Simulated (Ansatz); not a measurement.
Given this structure:

```
Ni Ge
1.0
     3.63066    0.00000    0.00000
     0.00000    3.63066    0.00000
     0.00000    0.00000    3.52491
Ni Ge
3 1
Cartesian
  1.8153 0.0000 1.7625
  0.0000 1.8153 1.7625
  1.8153 1.8153 0.0000
  0.0000 0.0000 0.0000
```

Q: What does this file describe?

A: The structure is one of Ni3Ge. The lattice is primitive tetragonal and the space group P4/mmm (No. 123). One cell contains 3 Ni, 1 Ge, 4 atoms in all. The coordination shell of Ni holds eight Ni and four Ge in a cuboctahedral arrangement (2.53 to 2.57 Å to Ni, 2.53 to 2.57 Å to Ge). Ge bonds to twelve Ni in a cuboctahedral arrangement at 2.53 to 2.57 Å. The bonds build a three-dimensional framework.

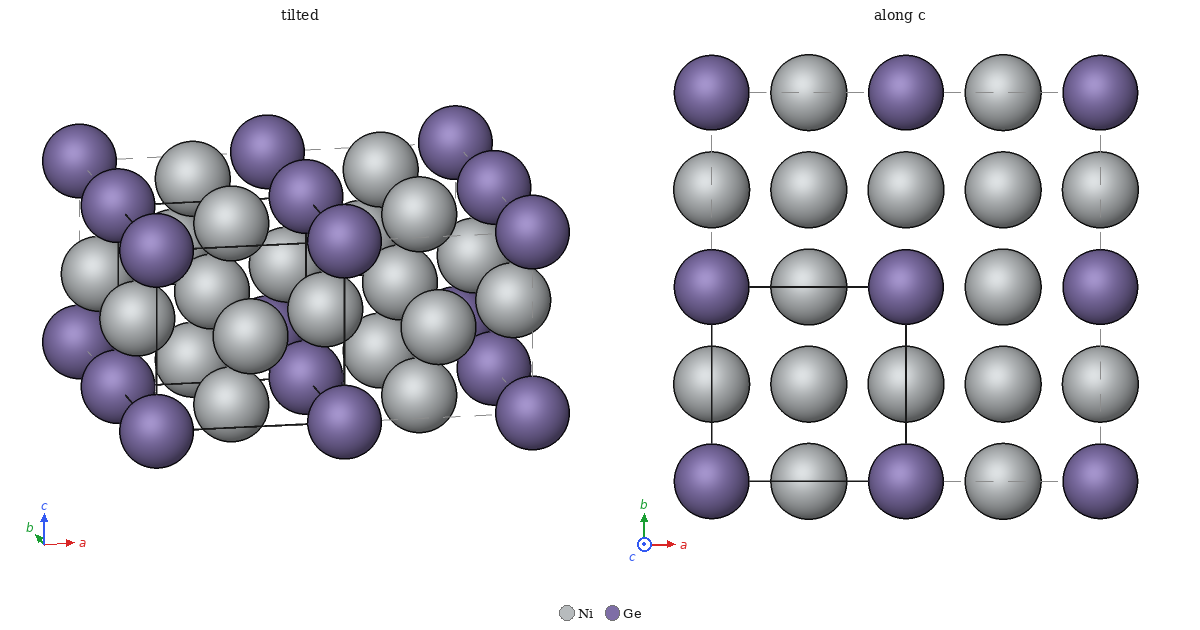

Drawn in the spheres-only manner and seen slightly off an axis and along the c axis. The drawing covers 2×2×1 cells, and the solid lines enclose one conventional unit cell. Colours: nickel light grey, germanium purple.

The model was built from a structure listed in the Materials Project. The cell was then strained or its atoms displaced on purpose. A calculation with Ansatz used it as input.

At this level of theory the run's own cell isn't at rest (stretched, at -11 GPa), so its distances can differ from those at equilibrium, the more so the softer the solid.
